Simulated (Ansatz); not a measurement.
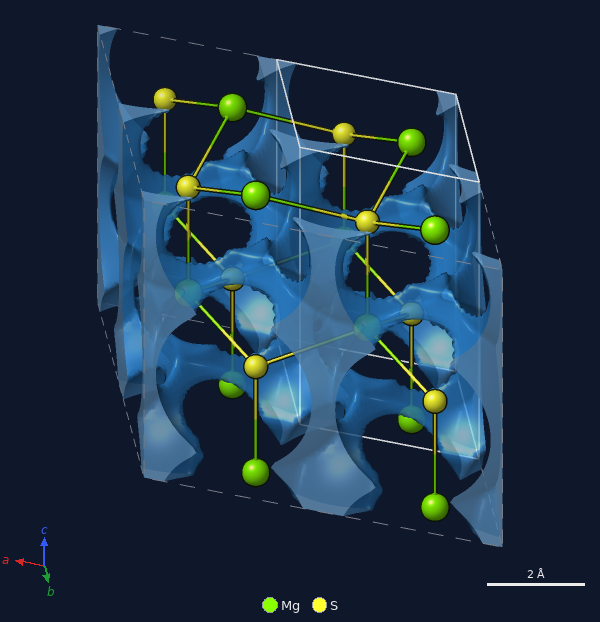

The blue surface encloses the points that the centre of a probe sphere of radius 0.40 Å can occupy in MgS (P6_3mc, No. 186), computed on a grid of about 0.11 Å (2×2×1 cells shown, view from a free direction; pale faces close the region where the box cuts it).

The atoms' radii are Shannon crystal radii (six-coordinate where tabulated): Mg 0.86 Å, S 1.70 Å.

Origin of the cell: coordinates from a relaxation with Ansatz 0.2.0, DFT PBEsol, scalar-relativistic, plane waves, PAW.

```
CELL_PARAMETERS angstrom
4.02632 0.00000 0.00000
-2.01316 3.48690 0.00000
0.00000 0.00000 6.42289
ATOMIC_POSITIONS crystal
Mg 0.66667 0.33333 0.49657
Mg 0.33333 0.66667 0.99657
S 0.33333 0.66667 0.37843
S 0.66667 0.33333 0.87843
```

### Is the space open to the probe made of pockets or channels?

Where they connect, they form a three-dimensional network.

### What share of the cell can the probe's centre reach?

About 13 % of the volume (12 Å³ of 90.2 Å³).

### Give the largest included and the largest free sphere.

The largest sphere that fits anywhere has a diameter of 2.25 Å; the largest that can travel through the crystal, about 1.2 Å.

### How does the connectivity change as the probe shrinks?

Below a radius of about 0.62 Å the space forms one-dimensional channels along [001]. Below a radius of about 0.60 Å the space forms a three-dimensional network. These are grid estimates, good to about 0.05 Å.
